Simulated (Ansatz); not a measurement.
Consider In15GaP16 (cell with a defect).

```xyz
32
Lattice="-5.9598 5.9598 5.9598 5.9598 -5.9598 5.9598 5.9598 5.9598 -5.9598" Properties=species:S:1:pos:R:3 pbc="T T T"
Ga    0.0000    0.0000    5.9598
In    5.9656    3.0071    2.9527
In    0.0000    5.9598    0.0000
In   -2.9527    2.9527    5.9656
In    0.0058    2.9527    3.0071
In    3.0071    5.9656    2.9527
In    2.9527    2.9527    5.9539
In    0.0000    0.0000    0.0000
In    2.9527   -0.0058    8.9125
In    5.9539    3.0071   -2.9527
In    5.9598    0.0000    0.0000
In    2.9527   -2.9527    5.9656
In   -0.0058    2.9527    8.9125
In    3.0071    5.9539   -2.9527
In    3.0071    3.0071   -0.0058
In    2.9527    0.0058    3.0071
P     1.4072   -1.4072    4.5526
P     7.4635    1.4827    1.5037
P     7.4425   -1.5037    4.4561
P    -1.4072    1.4072    4.5526
P     1.5037    1.5037    1.4827
P     4.5526    4.5526    1.4072
P     4.4771    1.5037    4.4561
P    -4.4561    4.4561    4.4771
P    -1.4827    4.4561    1.5037
P     1.4827    7.4635    1.5037
P     1.5037    4.4771    4.4561
P     4.4561   -4.4561    4.4771
P     1.4072    1.4072    7.3670
P     4.4561    4.4561    7.4425
P    -1.5037    7.4425    4.4561
P     4.4561   -1.4827    1.5037
```

Theory: DFT PBE, scalar-relativistic, plane waves, PAW (Ansatz).

**What will maps of the valence pseudo-density and electron localisation function show?**

Ga–P (2.44 Å): ρ is about 0.46 e/Å³ halfway; the ELF peaks at about 0.90 between the atoms: a shared electron pair.
In–P (2.59 Å): the density is about 0.42 e/Å³ at the midpoint; the ELF peaks at about 0.90 in the valence shell of P, 0.9 Å from its nucleus, and is about 0.55 at the midpoint.

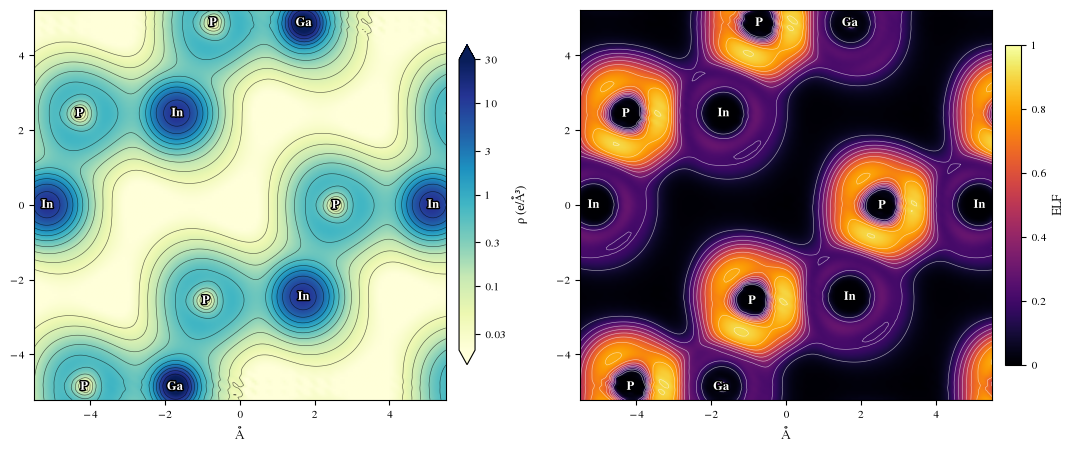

Computed valence pseudo-density and electron localisation function on the (011̄) plane of the calculation cell, in this order. 

The density is the valence pseudo-density of a PAW calculation; it isn't the true density close to the nuclei.
